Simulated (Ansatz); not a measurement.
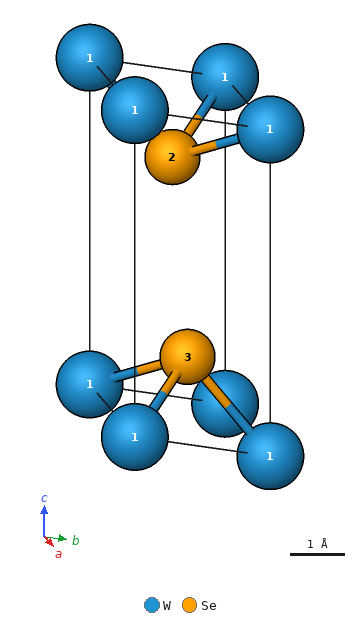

The input geometry (ball-and-stick view of the reduced cell, seen slightly off an axis; atoms are numbered from 1 in the order of the input). Near neighbours in the crystal (not all of them lie inside the picture): W has 6 Se at 2.56 to 2.60 Å; Se has 3 W at 2.56 to 2.60 Å.

**Run report: WSe2, single-point calculation**

The run: single-point calculation of WSe2 (3 atoms in the cell). Method and program: DFT PBE, scalar-relativistic, plane waves, PAW, no spin polarisation (Ansatz 0.2.0).

The structure was made by swapping elements on the sites of another compound; it need not be a known phase. It belongs to a series of runs on one base structure; here: NiO2 type (C2/m, No. 12). Figures and captions count atoms from 1; the log counts them from 0 in places.

Input file
```yaml
crystal:
  lattice:
    - [3.2475061657, -1.8744732947, 0.0]
    - [3.2475061657, 1.8744732947, 0.0]
    - [-2.1412731716, 0.0, 6.0286221138]
  atoms:
    - { symbol: W, position: [0.0, 0.0, 0.0] }
    - { symbol: Se, position: [0.738, 0.738, 0.231] }
    - { symbol: Se, position: [0.262, 0.262, 0.769] }
basis:
  ecutwfc: 420
kpoints:
  mp_grid: { grid: [6, 6, 4] }
hamiltonian:
  xc: pbe
scf:
  occupations: { method: gaussian, width: 0.1 }
  lower_state_search: "off"
output:
  forces: true
  stress: true
  eigenvalues: true
```

Machine: 1 thread of Intel Xeon @ 2.50GHz (Skylake/Cascade Lake), 189 GiB of memory available, shared host.

Launch command:
```bash
ansatz run input.yaml --threads 1 --pin off --max-ram 2560MiB --backend cpu --events-out ev --progress --plain --runs-dir out
```

Log
```
Engine: ansatz 0.2.0, x86_64-unknown-linux-gnu
Pseudopotentials: kind: paw
Pseudopotential: W, paw, valence charge 14, recommended cutoff 420 eV (normal), W.paw.azcp
Pseudopotential: Se, paw, valence charge 16, recommended cutoff 420 eV (normal), Se.paw.azcp
Functional definition: PBE
  parameter kappa = 0.804
  parameter beta = 0.06672455060314922
  exchange = pbe_x(kappa = kappa, mu = beta*pi^2/3)
  correlation = pbe_c(beta = beta)
Crystal: 3 atoms, lattice volume = 73.397 Å³
Basis set: ecut = 420 eV, 1443 PW (Γ), exchange–correlation on 54×54×90 points (8 copies of the dense FFT grid, shifted against one another)
Bands: 28, of which v1, the nominal top of the filled ones, is band 23 counted from 1 (22 counted from 0)
Symmetry: 4 space group operations
Space group: C2/m (ITA 12), of the structure as read, at distance tolerance 4.2e-5 Å
k-points: 47 of 144
Non-local potential: W, projectors of the file, l = 0: 3, l = 1: 2, l = 2: 2, l = 3: 1
Non-local potential: Se, projectors of the file, l = 0: 2, l = 1: 2, l = 2: 3, l = 3: 1
PAW form: soft (Blöchl's): semilocal exchange-correlation on the pseudo side does not see the compensation charge
PAW one-centre angular grid: W, 590 points (default); XC on 64 Gauss nodes
PAW one-centre angular grid: Se, 590 points (default); XC on 64 Gauss nodes
Initial density: superposition of atomic densities (neutral atoms: chi_scale 0, normalization atom), corrected by the library's trained network
Initial wavefunctions: pseudopotential atomic-orbital guess
Functional: x = pbe(κ = 0.804, μ = 0.2195149727645171), c = pbe(β = 0.06672455060314922)
SCF iter   1: F=—  HF=-21323.116230 eV  |F-HF|=—  |Δ(HF+E_count)|=         —  Δρ=8.91e-3  dr2=5.54e-2  ethr=1.77e-3  ⟨swp⟩=5.8  Hψ=5243  notcnv=0
preconditioner: auto → LDOS  [insulator: Δε(μ)=0.192 eV  Ē_g=8.216 eV  σ=0.100 eV  W_gap=0.68  n_scr=22 (ndim 8)  ℏωp=18.4 eV  f_vac=0.117  D(μ)=1.12/eV (n_scr^D=2)  ε∞_Penn≈6.0  β→1.0]
SCF iter   2: F=—  HF=-21323.126998 eV  |F-HF|=—  |Δ(HF+E_count)|=   1.08e-2  Δρ=9.30e-3  dr2=1.16e-1  ethr=1.20e-4  ⟨swp⟩=2.0  Hψ=2999  notcnv=0  defer=9
SCF iter   3: F=—  HF=-21323.106110 eV  |F-HF|=—  |Δ(HF+E_count)|=   2.09e-2  Δρ=9.82e-4  dr2=2.02e-3  ethr=1.20e-4  ⟨swp⟩=2.0  Hψ=1860  notcnv=0  defer=9
SCF iter   4: F=—  HF=-21323.105775 eV  |F-HF|=—  |Δ(HF+E_count)|=   3.35e-4  Δρ=3.39e-4  dr2=7.01e-5  ethr=4.40e-6  ⟨swp⟩=2.0  Hψ=1710  notcnv=0  defer=9
SCF iter   5: F=—  HF=-21323.105747 eV  |F-HF|=—  |Δ(HF+E_count)|=   2.79e-5  Δρ=4.48e-5  dr2=1.44e-6  ethr=1.52e-7  ⟨swp⟩=2.5  Hψ=2015  notcnv=0  defer=9
SCF iter   6: F=—  HF=-21323.105747 eV  |F-HF|=—  |Δ(HF+E_count)|=   2.49e-7  Δρ=1.51e-5  dr2=1.22e-7  ethr=3.12e-9  ⟨swp⟩=2.0  Hψ=2344  notcnv=0  defer=9
SCF iter   7: F=-21323.105747 eV  HF=-21323.105747 eV  |F-HF|=7.68e-10  |Δ(HF+E_count)|=   4.74e-8  Δρ=5.08e-6  dr2=1.14e-8  ethr=2.17e-10  ⟨swp⟩=5.3  Hψ=4978  notcnv=0
SCF 1 converged in 7 iterations: F = -21323.105747 eV  dr2 = 1.14e-8
  greatest PAW one-centre occupation: 1.000 electrons in one spin orbital (limit 2), on the Se atom at site 2 (counted from 0), in its partial waves of l = 2
```

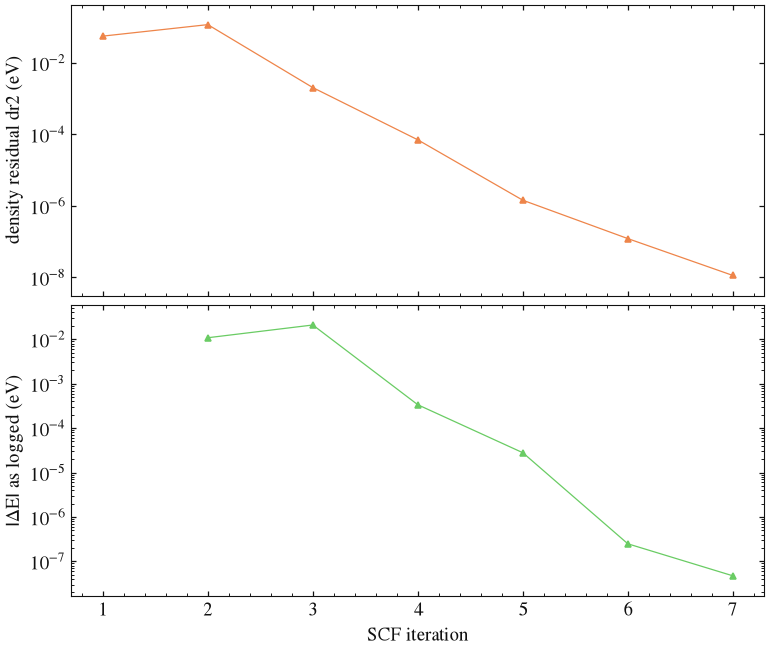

Convergence of the self-consistent field: density residual dr2 and size of the energy change against the SCF iteration. The residual comes down, with one marked jump up, by a factor of about 2, at step 2.

```
SCF converged after 7 iterations
Free energy (F): -21323.105747 eV
Harris-Foulkes:  -21323.105747 eV  (|F-HF|=7.68e-10)
Internal energy: -21323.099778 eV  (E = F + TS)
E sigma→0 (E₀):  -21323.102763 eV
Entropy (-TS):   -0.005969 eV (-1.990 meV/atom)
Fermi energy:    10.057553 eV
--- Per-component energies (eV) ---
  E_band       = -977.567758
  E_kinetic    = 683.257089
  E_local      = -6429.576696  (includes V_loc(G=0)·N_el)
  E_nonlocal   = -1188.798487
  E_hartree    = 3039.099245
  E_xc         = -473.130921
  E_vxc        = -432.232654  (∫ρ·V_xc dr)
  E_paw        = -12385.860738  (= ΣΔE_a)
  E_vpaw       = 311.587028  (= ΣTr[D̂ρ^β])
  E_aug_tail   = -0.001269  (compensation charges beyond the density's cutoff)
  E_ewald      = -4568.088002
  E_smearing   = -0.005969  (= −TS)
  E_closure    = -0.000000  (closes the sum)
  Σ components = -21323.105747   (vs F -21323.105747, Δ=0.00e0)
--- Forces (eV/Å), atoms counted from 1 ---
  atom   1  W      0.00000000     0.00000000     0.00000000
  atom   2  Se     0.24617283     0.00000000     1.01425653
  atom   3  Se    -0.24617283     0.00000000    -1.01425653
  max |Σ_I F_I| component: 2.22e-16 eV/Å
--- Stress (GPa, compression-positive) ---
       -7.640579       0.000000       1.451646
        0.000000      -6.455786       0.000000
        1.451646       0.000000       7.523793
  P = ⅓ Tr σ = -2.1909 GPa (-21.909 kbar)
--- Band table (eV; the first three rows and the last of 47) ---
  k-point 0: bands = ["-64.7190", "-37.8473", "-37.8461", "-37.8456", "-37.8446", "-37.8147", "-37.8137", "-37.8132", "-37.8129", "-37.7974", "-37.7973", "-29.0361", "-29.0092", "-28.7220", "-4.5803", "-2.7999", "4.1669", "5.5527", "5.6080", "9.1721", "9.2361", "9.2660", "9.3054", "9.4896", "10.3764", "13.7422", "13.8928", "14.2114"]
  k-point 1: bands = ["-64.7190", "-37.8473", "-37.8461", "-37.8455", "-37.8446", "-37.8147", "-37.8137", "-37.8132", "-37.8129", "-37.7974", "-37.7973", "-29.0361", "-29.0092", "-28.7220", "-4.5062", "-2.9424", "4.5871", "5.5697", "5.6210", "8.5053", "9.1488", "9.2119", "9.2169", "9.2800", "10.4885", "13.8113", "13.9827", "14.6283"]
  k-point 2: bands = ["-64.7190", "-37.8473", "-37.8462", "-37.8455", "-37.8447", "-37.8146", "-37.8138", "-37.8131", "-37.8130", "-37.7974", "-37.7973", "-29.0360", "-29.0092", "-28.7220", "-4.4190", "-3.0948", "5.1721", "5.5871", "5.6345", "7.5731", "9.1102", "9.1842", "9.1884", "9.2500", "10.4757", "13.8705", "14.0745", "14.8337"]
  k-point 46: bands = ["-64.7176", "-37.8467", "-37.8459", "-37.8443", "-37.8438", "-37.8144", "-37.8142", "-37.8142", "-37.8123", "-37.7970", "-37.7968", "-29.0705", "-29.0500", "-28.7095", "-3.3091", "-2.8707", "3.9128", "5.7561", "5.9448", "6.0169", "7.6538", "7.8094", "9.4124", "10.2718", "10.4933", "13.7498", "13.8264", "15.6093"]
```

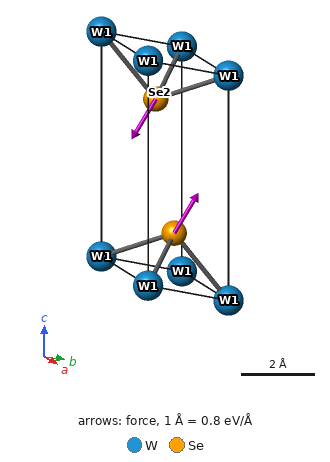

Forces on the atoms as pink arrows (ball-and-stick view of the reduced cell, seen slightly off an axis; atoms are numbered from 1 in the order of the input). The largest act on Se2, Se3 (1.04 eV/Å). The geometry is not a stationary point of this energy.

Key numbers

| quantity | value |
| --- | --- |
| outcome | converged |
| space group (tolerance 0.01 Å) | C2/m (12) |
| electrons treated | 46 |
| free energy | −21323.1057 eV |
| Fermi energy | 10.058 eV |
| gap on the k-point mesh | none (metallic) |
| pressure | −2.19 GPa |
| largest force (length of the vector) | 1.044 eV/Å |
| wall time | 18 s (CPU time 10 s; the host was busy) |
| peak memory | 0.41 GiB |

Notes

Spin–orbit coupling is left out, which matters for W.
